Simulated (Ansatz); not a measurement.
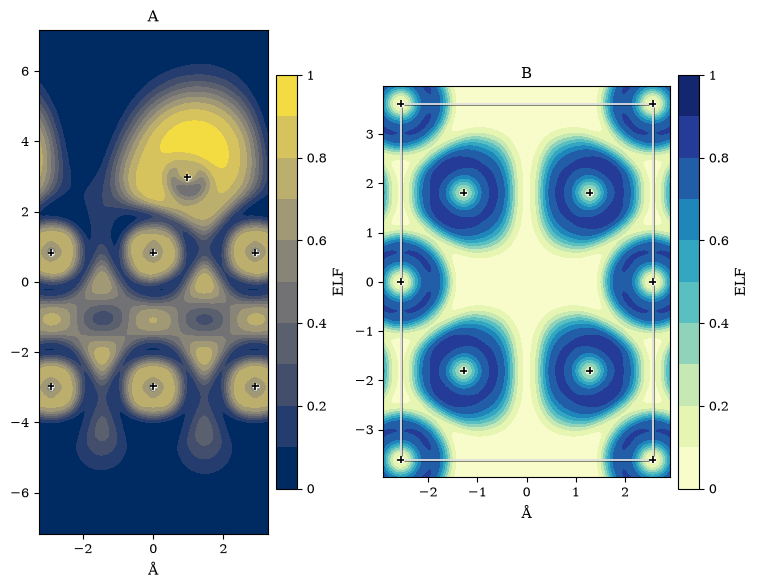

The electron localisation function of 2 systems, each on a plane through atoms (crosses mark nuclei in the plane).

These are results of DFT PBE, scalar-relativistic, plane waves, PAW (Ansatz), not measurements.

System 1: Ti₁₂Si (slab), the (100) plane of the calculation cell, a cut from vacuum to vacuum. Not relaxed (largest force 1.2 eV/Å); computed without spin polarisation; PAW files of the earlier set (soft_1).

```yaml
crystal:
  lattice:
    - [5.81509, 0.00000, 0.00000]
    - [0.00000, 5.81509, 0.00000]
    - [0.00000, 0.00000, 19.30598]
  atoms:
    - { symbol: Ti, position: [0.25000, 0.25000, 0.20719] }
    - { symbol: Ti, position: [0.25000, 0.75000, 0.20719] }
    - { symbol: Ti, position: [0.75000, 0.25000, 0.20719] }
    - { symbol: Ti, position: [0.75000, 0.75000, 0.20719] }
    - { symbol: Ti, position: [0.00000, 0.00000, 0.30576] }
    - { symbol: Ti, position: [0.00000, 0.50000, 0.30576] }
    - { symbol: Ti, position: [0.50000, 0.00000, 0.30576] }
    - { symbol: Ti, position: [0.50000, 0.50000, 0.30576] }
    - { symbol: Ti, position: [0.25000, 0.25000, 0.40433] }
    - { symbol: Ti, position: [0.25000, 0.75000, 0.40433] }
    - { symbol: Ti, position: [0.75000, 0.25000, 0.40433] }
    - { symbol: Ti, position: [0.75000, 0.75000, 0.40433] }
    - { symbol: Si, position: [0.25000, 0.41667, 0.51553] }
```

System 2: ZrO₂, the (101) plane of the conventional cell. Space group Fm-3m; PAW files of the earlier set (soft_1).

**Match each panel to its system.**

Panel A is system 1, Ti₁₂Si: the plane holds Ti and Si. Ti–Si (2.36 Å): the ELF peaks at about 0.75 in the valence shell of Si, 0.9 Å from its nucleus, and is about 0.45 at the midpoint. Panel B is system 2, ZrO₂: the plane holds Zr and O. Zr–O (2.22 Å): the ELF peaks at about 0.85 in the valence shell of O, 0.6 Å from its nucleus, and drops to about 0.20 between the two atoms (no localised pair shows between them).
